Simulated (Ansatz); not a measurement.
# Se: what the fields show

The calculation's input:

```
crystal:
  lattice:
    - [4.3822301585, 0.0, 0.0]
    - [-2.1911150793, 3.7951226425, 0.0]
    - [0.0, 0.0, 4.4190408919]
  atoms:
    - { symbol: Se, position: [0.2627083307, 0.0, 0.3333333333] }
    - { symbol: Se, position: [0.0, 0.2627083307, 0.6666666667] }
    - { symbol: Se, position: [0.7372916693, 0.7372916693, 0.0] }
basis:
  ecutwfc: 420
kpoints:
  mp_grid: { grid: [9, 9, 8] }
hamiltonian:
  xc: pbe
  dispersion: d3bj
scf:
  occupations: { method: gaussian, width: 0.05 }
output:
  forces: true
  stress: true
  eigenvalues: true
  write_density: true
  write_potential: true
  elf: true
  volumetric_format: npy
```

Launched as:

```sh
ansatz run input.yaml --threads 1 --pin off --max-ram 2048MiB --backend cpu --events-out ev --progress --plain --runs-dir out
```

Below, planes, directions and counts refer to the conventional cell (a = 4.38 Å, b = 4.38 Å, c = 4.42 Å, α = 90.00°, β = 90.00°, γ = 120.00°).

Space group P3₁21; changed on purpose from its base cell (shift of Se1 along [1 0 0], its symmetry partners moved alike: +0.062 A in the relaxed cell; c/a of the conventional cell at fixed volume 1.0084); not relaxed (largest force 0.4 eV/Å).

The calculation used Ansatz, DFT PBE+D3(BJ), scalar-relativistic, plane waves, PAW.

The density is the valence pseudo-density of a PAW calculation; it isn't the true density close to the nuclei.

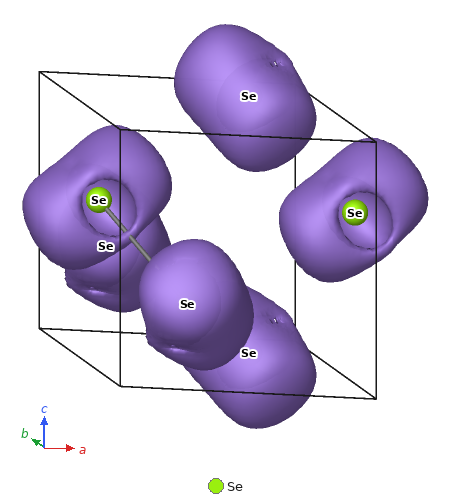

Figure 1. Isosurface of the electron localisation function at 0.7 (purple), seen slightly off an axis. Only the valence region is drawn (cores and ρ < 0.01 e/Å³ removed). Sticks mark near contacts.

### What do the ELF domains correspond to?

The ELF exceeds this value in three regions wrapped around Se (the valence shell of each), counted in one cell of 3 atoms. Regions shared between cells count once. Profiles from the grid: Se–Se (2.48 Å): the ELF peaks at about 0.70 between the atoms.

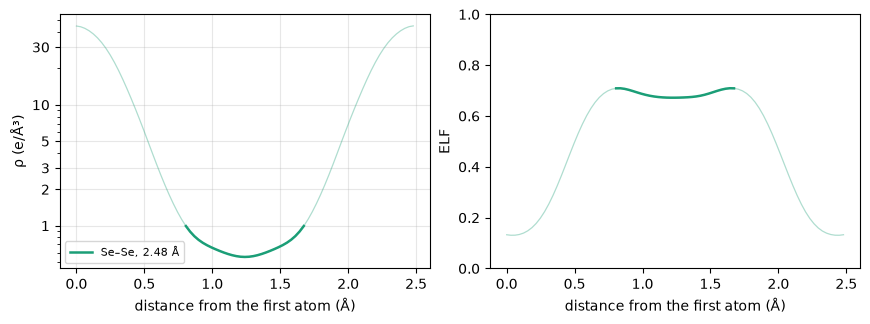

Figure 2. Valence charge density (pseudo) and electron localisation function along straight lines between neighbouring atoms. Thin, pale parts lie inside the atomic spheres.

### What can be read from the curves?

Se–Se (2.48 Å): the density is about 0.55 e/Å³ at the midpoint; the ELF peaks at about 0.70 between the atoms.

### Metal or insulator at this level of theory?

It is gapless in this calculation (a metal or semimetal).
